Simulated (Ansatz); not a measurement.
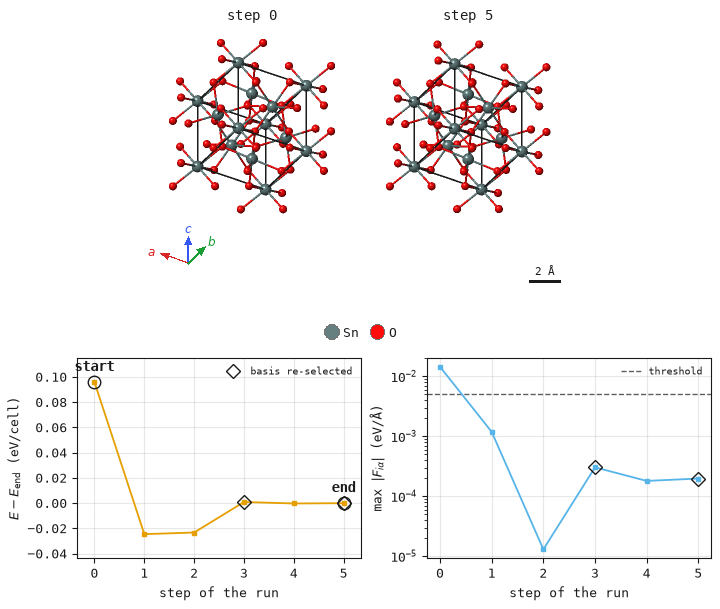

First and last geometry of a relaxation of crystalline SnO$_{2}$ (built on the database structure type), with the history of the run. A ball-and-stick model of the cell of the calculation, seen from a free direction.

Computed with DFT, PBEsol, plane waves, PAW in Ansatz. Settings: plane-wave cutoff 420 eV; k-point mesh 4 × 4 × 4; occupations fermi dirac; smearing width 0.02 eV; no spin polarisation; cell and atoms relaxed; force threshold 0.005 eV/Å.

Question: Read the history and describe the run.

Answer: It converged. After 3 accepted moves (5 points after the start) the energy has fallen by 96.0 meV per cell of the calculation. The largest force component goes from 0.014 to 0.0002 eV/Å. The pressure goes from −6.60 to −0.01 GPa. The SCF was repeated twice at an unchanged geometry on a basis and grid sized afresh for the cell, which shifted the energy by 24.2 meV per cell of the calculation at most. The atoms keep their places relative to the cell (all moves are under 0.005 Å). The volume changes by −3.3 %, with a = b = c 5.170 → 5.112 Å (−1.1 %). Among the contacts that change: O–Sn 2.111 → 2.088 Å. The space group stays Pa-3 (No. 205). The run took 35 s on 1 × NVIDIA H100 80GB HBM3 with 2 threads of AMD EPYC 7R13 Processor (Zen 3), on a shared host, peak memory 1 GiB.

```tsv
step	E − E(0), meV/atom	largest force component, eV/Å	pressure, GPa	volume, Å³/atom	note
0	0.00	0.0144	-6.60	11.512	
1	-10.04	0.0012	0.41	11.127	
2	-9.93	0.0000	-0.02	11.148	
3	-7.92	0.0003	-0.27	11.148	same geometry, new basis
4	-8.02	0.0002	0.00	11.134	
5	-8.00	0.0002	-0.01	11.134	same geometry, new basis
```
